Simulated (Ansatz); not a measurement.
**TiCo: single-point calculation**

- system: TiCo (Pm-3m, 6 atoms in the cell)
- method: DFT PBE, scalar-relativistic, plane waves, PAW, spin-polarised (Ansatz 0.2.0)

The structure derives from a Materials Project entry. It belongs to a series of runs on one base structure; here: the relaxed cell repeated 3 times. Figures and captions count atoms from 1; the log counts them from 0 in places.

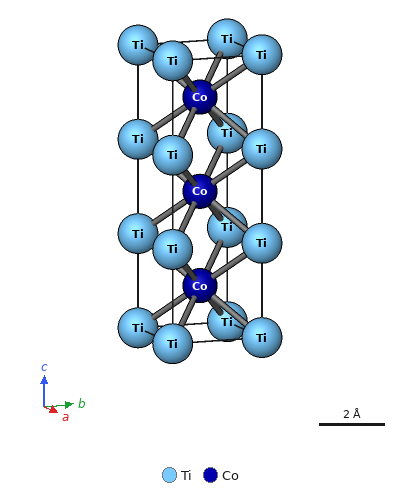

Figure 1. The input geometry (ball-and-stick view of the cell of the calculation, seen slightly off an axis). An atom can appear more than once, as a periodic image.

## Input
```yaml
crystal:
  lattice:
    - [0.0, -2.9855872874, 0.0]
    - [0.0, 0.0, -2.9855872874]
    - [8.9567618622, 0.0, 0.0]
  atoms:
    - { symbol: Ti, position: [1.0, 1.0, 0.3333333333] }
    - { symbol: Ti, position: [1.0, 1.0, 0.6666666667] }
    - { symbol: Ti, position: [1.0, 1.0, 0.0] }
    - { symbol: Co, position: [0.5, 0.5, 0.1666666667], spin: 1.09 }
    - { symbol: Co, position: [0.5, 0.5, 0.5], spin: 1.09 }
    - { symbol: Co, position: [0.5, 0.5, 0.8333333333], spin: 1.09 }
basis:
  ecutwfc: 420
kpoints:
  mp_grid: { grid: [20, 20, 7] }
hamiltonian:
  xc: pbe
scf:
  occupations: { method: gaussian, width: 0.15 }
output:
  forces: true
  stress: true
  eigenvalues: true
  populations: true
  write_density: true
  write_potential: true
  elf: true
  volumetric_format: npy
magnetization:
  spin_polarized: true
```

Hardware: 2 threads of Arm Neoverse V1, 24 GiB of memory available, shared host.

Command:
```bash
ansatz run input.yaml --threads 2 --pin off --max-ram 5120MiB --backend cpu --events-out ev --progress --plain --runs-dir out
```

## The program's output
```
Engine: ansatz 0.2.0, aarch64-unknown-linux-gnu
Pseudopotentials: kind: paw
Pseudopotential: Ti, paw, valence charge 12, recommended cutoff 420 eV (normal), Ti.paw.azcp
Pseudopotential: Co, paw, valence charge 17, recommended cutoff 420 eV (normal), Co.paw.azcp
Functional definition: PBE
  parameter kappa = 0.804
  parameter beta = 0.06672455060314922
  exchange = pbe_x(kappa = kappa, mu = beta*pi^2/3)
  correlation = pbe_c(beta = beta)
Crystal: 6 atoms, lattice volume = 79.838 Å³
Basis set: ecut = 420 eV, 1497 PW (Γ), exchange–correlation on 40×40×120 points (8 copies of the dense FFT grid, shifted against one another)
Bands: 55, of which v1, the nominal top of the filled ones, is band 44 counted from 1 (43 counted from 0)
Symmetry: 48 space group operations
Space group: Pm-3m (ITA 221), of the structure as read, at distance tolerance 4.3e-5 Å
Magnetic group: BNS 221.92 (UNI 1594), of the structure as read, at distance tolerance 4.3e-5 Å
k-points: 264 of 2800
Non-local potential: Ti, projectors of the file, l = 0: 3, l = 1: 2, l = 2: 3, l = 3: 1
Non-local potential: Co, projectors of the file, l = 0: 3, l = 1: 2, l = 2: 3, l = 3: 1
PAW form: soft (Blöchl's): semilocal exchange-correlation on the pseudo side does not see the compensation charge
PAW one-centre angular grid: Ti, 590 points (default); XC on 64 Gauss nodes
PAW one-centre angular grid: Co, 590 points (default); XC on 64 Gauss nodes
Initial density: superposition of atomic densities (chi_scale 0.1, normalization cell)
Starting moments: Σ|m| = 3.27 μB on 3 of 6 sites
Initial wavefunctions: pseudopotential atomic-orbital guess
Functional: x = pbe(κ = 0.804, μ = 0.2195149727645171), c = pbe(β = 0.06672455060314922)
SCF iter   1: F=—  HF=-22878.753761 eV  |F-HF|=—  |Δ(HF+E_count)|=         —  Δρ=5.57e-2 (↑3.97e-2 ↓5.57e-2)  dr2=4.56e0  dr2_m=1.89e-1  M=2.784 μB ∫|m|=3.502 μB  β_m=0.30  ethr=3.10e-3  ⟨swp⟩=3.8  Hψ=82491  notcnv=0
Mixer restart at iter 1: flushing history
preconditioner: auto → Kerker (q_TF=auto, 2.768 Å⁻¹)  [metal: Δε(μ)=0.003 eV  Ē_g=4.123 eV  σ=0.150 eV  W_gap=0.01  n_scr=26 (ndim 8)  ℏωp=26.0 eV  f_vac=0.000  D(μ)=3.64/eV (n_scr^D=28)]
spin=Collinear: Kerker preconditioning applied to the charge; magnetization (m = ρ↑ − ρ↓) channel mixes plain (no charge-response kernel on spin).
SCF iter   2: F=—  HF=-22877.490339 eV  |F-HF|=—  |Δ(HF+E_count)|=    1.26e0  Δρ=3.00e-2 (↑2.51e-2 ↓3.00e-2)  dr2=2.27e0  dr2_m=1.06e-1  M=2.769 μB ∫|m|=3.505 μB  β_m=0.40  ethr=3.10e-3  ⟨swp⟩=2.0  Hψ=46413  notcnv=0  defer=1511
SCF iter   3: F=—  HF=-22878.705624 eV  |F-HF|=—  |Δ(HF+E_count)|=    1.22e0  Δρ=1.80e-2 (↑1.49e-2 ↓1.80e-2)  dr2=9.54e-1  dr2_m=3.58e-2  M=2.718 μB ∫|m|=3.469 μB  β_m=0.67  ethr=2.60e-3  ⟨swp⟩=2.3  Hψ=40735  notcnv=0  defer=1511
SCF iter   4: F=—  HF=-22879.834477 eV  |F-HF|=—  |Δ(HF+E_count)|=    1.13e0  Δρ=1.59e-2 (↑9.97e-3 ↓1.59e-2)  dr2=5.68e-1  dr2_m=7.49e-3  M=2.602 μB ∫|m|=3.310 μB  β_m=0.77  ethr=1.10e-3  ⟨swp⟩=2.5  Hψ=48225  notcnv=0  defer=1397
SCF iter   5: F=—  HF=-22879.885052 eV  |F-HF|=—  |Δ(HF+E_count)|=   5.06e-2  Δρ=5.02e-3 (↑5.02e-3 ↓3.04e-3)  dr2=2.35e-2  dr2_m=9.85e-4  M=2.555 μB ∫|m|=3.217 μB  β_m=0.84  ethr=6.52e-4  ⟨swp⟩=2.1  Hψ=44587  notcnv=0  defer=1321
SCF iter   6: F=—  HF=-22879.899239 eV  |F-HF|=—  |Δ(HF+E_count)|=   1.42e-2  Δρ=3.80e-3 (↑3.55e-3 ↓3.80e-3)  dr2=2.42e-2  dr2_m=2.90e-5  M=2.575 μB ∫|m|=3.239 μB  β_m=0.92  ethr=2.70e-5  ⟨swp⟩=2.5  Hψ=52238  notcnv=0  defer=1178
SCF iter   7: F=—  HF=-22879.898933 eV  |F-HF|=—  |Δ(HF+E_count)|=   3.06e-4  Δρ=2.24e-4 (↑2.24e-4 ↓1.95e-4)  dr2=1.09e-4  dr2_m=9.91e-7  M=2.580 μB ∫|m|=3.247 μB  β_m=0.96  ethr=2.70e-5  ⟨swp⟩=2.0  Hψ=37449  notcnv=0  defer=1191
SCF iter   8: F=—  HF=-22879.898994 eV  |F-HF|=—  |Δ(HF+E_count)|=   6.08e-5  Δρ=1.29e-4 (↑1.29e-4 ↓7.59e-5)  dr2=1.03e-5  dr2_m=4.84e-6  M=2.582 μB ∫|m|=3.249 μB  β_m=0.98  ethr=1.25e-7  ⟨swp⟩=2.0  Hψ=52955  notcnv=0  defer=1197
SCF iter   9: F=—  HF=-22879.898998 eV  |F-HF|=—  |Δ(HF+E_count)|=   4.33e-6  Δρ=1.94e-4 (↑5.72e-5 ↓1.94e-4)  dr2=3.71e-5  dr2_m=3.58e-6  M=2.582 μB ∫|m|=3.251 μB  β_m=0.98  ethr=1.18e-8  ⟨swp⟩=2.0  Hψ=39939  notcnv=0  defer=1195
SCF iter  10: F=—  HF=-22879.899000 eV  |F-HF|=—  |Δ(HF+E_count)|=   1.84e-6  Δρ=6.09e-5 (↑2.89e-5 ↓6.09e-5)  dr2=5.37e-6  dr2_m=2.20e-7  M=2.583 μB ∫|m|=3.254 μB  β_m=0.91  ethr=1.18e-8  ⟨swp⟩=2.1  Hψ=42524  notcnv=0  defer=1196
SCF iter  11: F=—  HF=-22879.899000 eV  |F-HF|=—  |Δ(HF+E_count)|=   2.16e-7  Δρ=1.79e-5 (↑1.32e-5 ↓1.79e-5)  dr2=6.41e-7  dr2_m=7.56e-9  M=2.583 μB ∫|m|=3.254 μB  β_m=0.80  ethr=6.17e-9  ⟨swp⟩=2.0  Hψ=31318  notcnv=0  defer=1196
SCF iter  12: F=—  HF=-22879.899000 eV  |F-HF|=—  |Δ(HF+E_count)|=   3.40e-8  Δρ=2.14e-6 (↑2.14e-6 ↓9.66e-7)  dr2=2.43e-9  dr2_m=9.88e-10  M=2.583 μB ∫|m|=3.254 μB  β_m=0.90  ethr=7.36e-10  ⟨swp⟩=2.0  Hψ=34237  notcnv=0  defer=1196
SCF iter  13: F=-22879.899000 eV  HF=-22879.899000 eV  |F-HF|=2.70e-9  |Δ(HF+E_count)|=   1.04e-9  Δρ=1.26e-6 (↑7.36e-7 ↓1.26e-6)  dr2=3.07e-9  dr2_m=8.25e-11  M=2.583 μB ∫|m|=3.254 μB  ethr=2.80e-12  ⟨swp⟩=9.4  Hψ=157819  notcnv=0
SCF 1 converged in 13 iterations: F = -22879.899000 eV  dr2 = 3.07e-9
  greatest PAW one-centre occupation: 1.000 electrons in one spin orbital (limit 2), on the Co atom at site 5 (counted from 0), in its partial waves of l = 1
```

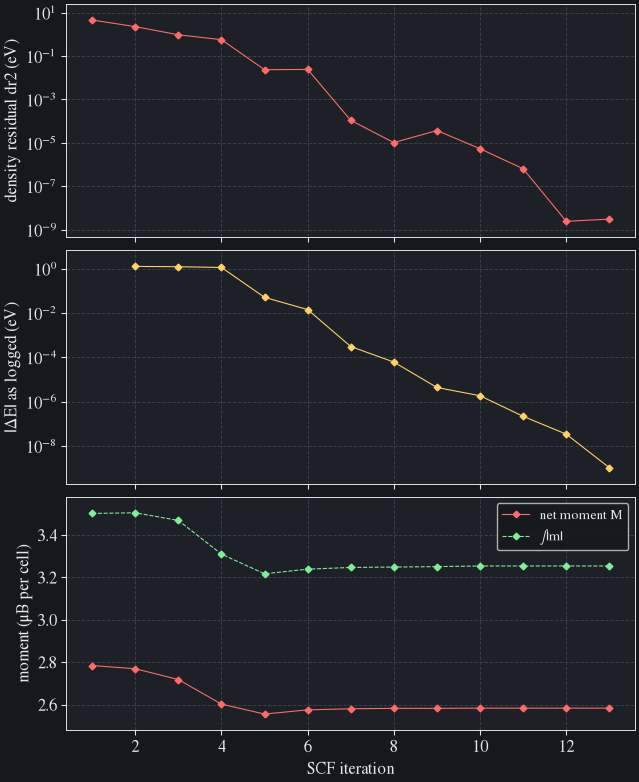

Figure 2. Convergence of the self-consistent field: density residual dr2, size of the energy change and magnetic moment against the SCF iteration. The residual comes down, with one marked jump up, by a factor of about 4, at step 9. The net moment goes from 2.8 to 2.6 μB per cell.

```
SCF converged after 13 iterations
Magnetization: 2.5828 μB (44.7914 up, 42.2086 down)
Absolute magnetization: 3.2677 μB (∫|ρ↑−ρ↓|, with the PAW one-centre terms)
Spin contamination: 0.2285 ħ² per cell (⟨S²⟩ above its minimum at these occupations)
Per-site moments (μB) at R_I (Å): [(-0.03432807642695484, 1.0665577048930124), (-0.03432807642695467, 1.0665577048930122), (-0.03432807642695487, 1.0665577048930124), (0.9664845307123574, 1.0665577048930124), (0.9664845307123578, 1.0665577048930122), (0.9664845307123578, 1.0665577048930122)]
Free energy (F): -22879.899000 eV
Harris-Foulkes:  -22879.899000 eV  (|F-HF|=2.70e-9)
Internal energy: -22879.840912 eV  (E = F + TS)
E sigma→0 (E₀):  -22879.869956 eV
Entropy (-TS):   -0.058088 eV (-9.681 meV/atom)
Fermi energy:    16.660047 eV
--- Per-component energies (eV) ---
  E_band       = -1214.154795
  E_kinetic    = 2187.633402
  E_local      = -11646.548016  (includes V_loc(G=0)·N_el)
  E_nonlocal   = 1379.511350
  E_hartree    = 4915.957778
  E_xc         = -773.064975
  E_vxc        = -986.224530  (∫ρ·V_xc dr)
  E_paw        = -7688.208739  (= ΣΔE_a)
  E_vpaw       = -1980.437510  (= ΣTr[D̂ρ^β])
  E_aug_tail   = 0.000524  (compensation charges beyond the density's cutoff)
  E_ewald      = -11255.122237
  E_smearing   = -0.058088  (= −TS)
  E_closure    = -0.000000  (closes the sum)
  Σ components = -22879.899000   (vs F -22879.899000, Δ=0.00e0)
--- Forces (eV/Å), atoms counted from 1 ---
  atom   1  Ti     0.00000000     0.00000000     0.00000000
  atom   2  Ti     0.00000000    -0.00000000    -0.00000000
  atom   3  Ti     0.00000000     0.00000000    -0.00000000
  atom   4  Co    -0.00000000     0.00000000     0.00000000
  atom   5  Co     0.00000000    -0.00000000    -0.00000000
  atom   6  Co    -0.00000000     0.00000000     0.00000000
  max |Σ_I F_I| component: 1.01e-28 eV/Å
--- Stress (GPa, compression-positive) ---
       -0.070621      -0.000000       0.000000
       -0.000000      -0.097159       0.000000
       -0.000000       0.000000      -0.097159
  P = ⅓ Tr σ = -0.0883 GPa (-0.883 kbar)
--- Band table (eV; the first three rows and the last of 528) ---
  k-point 0 ↑: bands = ["-79.0849", "-79.0839", "-79.0839", "-42.3715", "-42.3715", "-42.3472", "-42.3472", "-42.3470", "-42.3456", "-42.3456", "-42.3456", "-42.3456", "-40.4289", "-40.3967", "-40.3967", "-16.7653", "-16.7653", "-16.5378", "-16.5377", "-16.5377", "-16.5214", "-16.5214", "-16.5214", "-16.5214", "8.9426", "10.9286", "10.9286", "12.4576", "12.4577", "13.0611", "13.0611", "13.1861", "13.1861", "14.6844", "14.6844", "14.6844", "14.6844", "14.7792", "14.7794", "14.7794", "15.0399", "15.0399", "16.3526", "16.3526", "16.8582", "16.8582", "17.1495", "17.1495", "17.7393", "17.7393", "17.7393", "17.7393", "19.0294", "19.0294", "19.3503"]
  k-point 1 ↑: bands = ["-79.0849", "-79.0841", "-79.0837", "-42.3752", "-42.3670", "-42.3477", "-42.3471", "-42.3471", "-42.3459", "-42.3459", "-42.3454", "-42.3454", "-40.4280", "-40.4027", "-40.3917", "-16.8000", "-16.7237", "-16.5446", "-16.5372", "-16.5372", "-16.5244", "-16.5244", "-16.5189", "-16.5189", "8.9877", "10.4501", "11.4266", "12.4753", "12.4778", "12.9751", "13.0242", "13.0947", "13.3384", "14.6749", "14.6749", "14.6979", "14.6979", "14.7759", "14.7759", "14.7864", "14.9886", "15.0843", "16.1878", "16.5287", "16.5569", "17.0743", "17.1300", "17.1577", "17.5433", "17.5433", "17.9849", "17.9849", "18.9756", "19.0919", "19.2869"]
  k-point 2 ↑: bands = ["-79.0848", "-79.0843", "-79.0836", "-42.3779", "-42.3621", "-42.3499", "-42.3470", "-42.3470", "-42.3462", "-42.3462", "-42.3452", "-42.3452", "-40.4252", "-40.4090", "-40.3882", "-16.8249", "-16.6790", "-16.5645", "-16.5358", "-16.5358", "-16.5277", "-16.5277", "-16.5171", "-16.5171", "9.1221", "10.0161", "11.9015", "12.5279", "12.5361", "12.8612", "12.8680", "13.0507", "13.4606", "14.6692", "14.6692", "14.7146", "14.7146", "14.7659", "14.7659", "14.8075", "14.9353", "15.1171", "16.0563", "16.2516", "16.6994", "17.0723", "17.1796", "17.1854", "17.4067", "17.4067", "18.2664", "18.2664", "18.9360", "19.1112", "19.1112"]
  k-point 263 ↓: bands = ["-77.9406", "-77.9404", "-77.9395", "-41.2533", "-41.2533", "-41.2529", "-41.2529", "-41.2510", "-41.2510", "-41.2505", "-41.2346", "-41.2316", "-40.3827", "-40.3789", "-40.3587", "-16.8096", "-16.8096", "-16.8061", "-16.8061", "-16.7878", "-16.7878", "-16.7863", "-16.5990", "-16.5628", "12.7083", "12.9334", "13.2303", "13.4159", "14.2912", "14.2912", "14.3187", "14.3187", "14.3290", "14.3290", "14.3312", "14.5279", "14.5657", "14.5657", "16.0480", "16.0480", "16.4192", "16.4192", "16.7013", "16.7056", "16.7281", "16.7352", "16.9866", "16.9879", "18.1560", "18.3285", "19.7462", "19.7558", "19.7885", "19.8068", "20.3976"]
--- Löwdin populations: 6 sites ---
  site symbol       q [e]    m [muB]
     0     Ti     11.8296    -0.0492
     1     Ti     11.8296    -0.0492
     2     Ti     11.8296    -0.0492
     3     Co     16.8099     0.9523
     4     Co     16.8099     0.9523
     5     Co     16.8099     0.9523
  spilling = 0.012430 (of n_electrons = 87.000000)
```

## File populations.tsv
```
# site	symbol	l	j	q_up	q_dn
# orbitals = lowdin
# n_electrons = 87.000000
# spilling = 0.012430
0	Ti	0_3S	-	0.965323	0.964962
0	Ti	0_4S	-	0.468901	0.473525
0	Ti	1_3P	-	2.996349	2.996590
0	Ti	2_3D	-	1.459643	1.504354
1	Ti	0_3S	-	0.965323	0.964962
1	Ti	0_4S	-	0.468901	0.473525
1	Ti	1_3P	-	2.996349	2.996590
1	Ti	2_3D	-	1.459643	1.504354
2	Ti	0_3S	-	0.965323	0.964962
2	Ti	0_4S	-	0.468901	0.473525
2	Ti	1_3P	-	2.996349	2.996590
2	Ti	2_3D	-	1.459643	1.504354
3	Co	0_3S	-	0.990013	0.990258
3	Co	0_4S	-	0.473788	0.447302
3	Co	1_3P	-	2.996924	2.996796
3	Co	2_3D	-	4.420346	3.494446
4	Co	0_3S	-	0.990013	0.990258
4	Co	0_4S	-	0.473788	0.447302
4	Co	1_3P	-	2.996924	2.996796
4	Co	2_3D	-	4.420346	3.494446
5	Co	0_3S	-	0.990013	0.990258
5	Co	0_4S	-	0.473788	0.447302
5	Co	1_3P	-	2.996924	2.996796
5	Co	2_3D	-	4.420346	3.494446
```

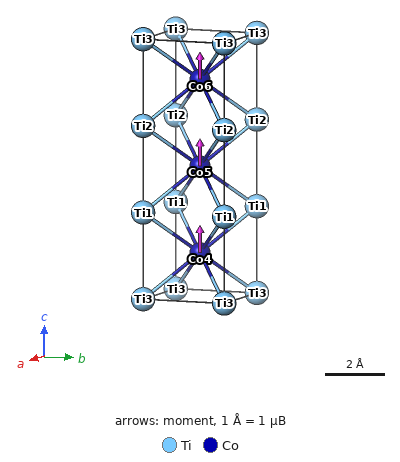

Figure 3. Magnetic moments of the sites as pink arrows (ball-and-stick view of the cell of the calculation, seen slightly off an axis; atoms are numbered from 1 in the order of the input); small moments hardly show. The run is collinear, so the axis drawn is arbitrary. Site moments: all 3 Co atoms (0.97 μB). They are counted near the atoms and needn't add up to the moment of the cell.

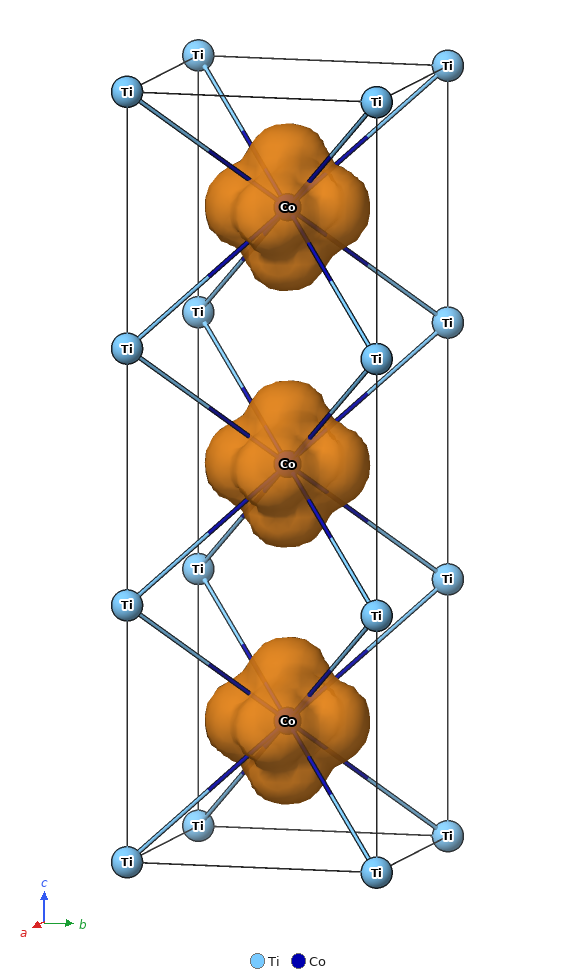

Figure 4. Isosurface of the spin density at +0.06 e/Å³ (orange), seen slightly off an axis. Sticks mark near contacts. The outline is the calculation cell. The cell of the calculation (6 atoms) carries 2.6 μB net. Core electrons are frozen (PAW), so the fields are smoothed inside the atomic spheres.

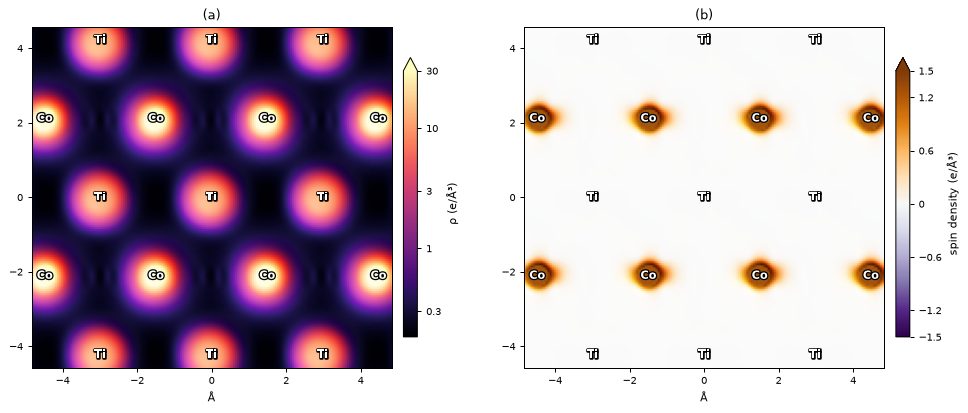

Figure 5. (a) valence electron density; (b) spin density on the (110) plane of the calculation cell. The section cuts through Ti and Co sites. Ti–Co (2.59 Å): ρ is about 0.29 e/Å³ halfway. Away from the nuclei the density in this plane falls to 0.18 e/Å³ at its lowest. The cell of the calculation (6 atoms) carries 2.6 μB net.

## Key numbers

```csv
quantity,value
outcome,converged
space group (tolerance 0.01 Å),Pm-3m (221)
electrons treated,87
free energy,−22879.8990 eV
Fermi energy,16.660 eV
gap on the k-point mesh,none (metallic)
net moment of the cell,2.58 μB
integrated absolute moment,3.27 μB
pressure,−0.09 GPa
largest force (length of the vector),under 0.001 eV/Å
wall time,2.4 min (CPU time 4.8 min)
peak memory,1.6 GiB
```
